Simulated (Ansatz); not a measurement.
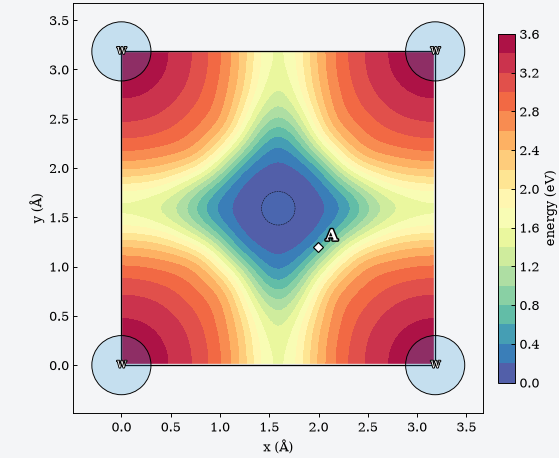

C on a W(100) slab cut from the Im-3m phase, its upper half relaxed before the scan (4 atoms of substrate and one adsorbate in a 1 × 1 cell). C is moved over the surface cell; relaxed at each place: the height of the adsorbate's atoms; substrate rigid; the origin of the map has the adsorbate above W4. Places are given modulo a cell vector. The map is drawn in real space over the plane of the surface. The scan uses an 8 × 8 grid; 15 points were computed and 49 follow by symmetry. Energies: eV, counted from the lowest grid point. With one adsorbate in each 1 × 1 cell, its nearest image is 3.2 Å away, so neighbouring adsorbates interact. These are results of DFT PBE, scalar-relativistic, plane waves, PAW (Ansatz), not measurements. Settings: cutoff 420 eV, k-mesh 8×8×1, gaussian smearing 0.1 eV, no spin polarisation.

The picture shows filled contours, labelled circles for the atoms of the top layer and small ones for the second layer, the outline of one cell of the plane, the point A. Between grid points the surface is interpolated.

Question: Is A at rest? If not, where is it pushed?

Answer: A, at (5/8, 3/8) of the cell vectors, is not a stationary point. The computed force is 3.6 eV/Å in the plane, pointing up and left in the picture (components −2.6 and 2.6 eV/Å).

PAW datasets: the set soft_1.
